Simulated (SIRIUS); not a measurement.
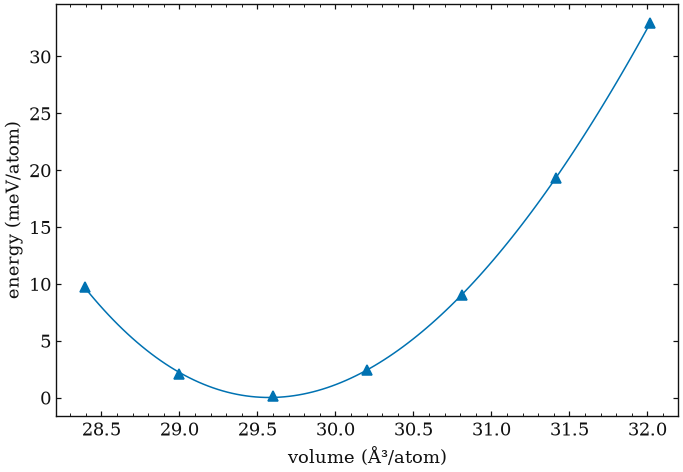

The picture above shows the energy against volume.

Calculation (SIRIUS 7.12.0): all-electron LAPW DFT, no spin polarisation; energies at scaled volumes of the given cell, shape and fractions fixed, counted from the fit's minimum, third-order Birch-Murnaghan fit. Level: LDA.

For which of these solids was it computed?
A. Sb, R-3m (No. 166)
B. WS₂, P-6m2 (No. 187)
C. Pb, Fm-3m (No. 225)

Answer. A, Sb: energy from 0.14 meV/atom to 32.96 meV/atom, V0 29.58 Å³/atom, B0 60.7 GPa. The others give: WS₂, energy from 0.31 meV/atom to 76.69 meV/atom, V0 47.87 Å³/atom, B0 63 GPa; Pb, energy from 0.11 meV/atom to 46.75 meV/atom, V0 28.98 Å³/atom, B0 52.2 GPa.

For Pb, limits of the calculation: spin-orbit coupling left out, heavy elements.

For Sb, limits of the calculation: shape and atomic fractions are frozen while scaling, which makes layered, chain and framework solids too stiff.

For WS₂, limits of the calculation: shape and atomic fractions are frozen while scaling, which makes layered, chain and framework solids too stiff.
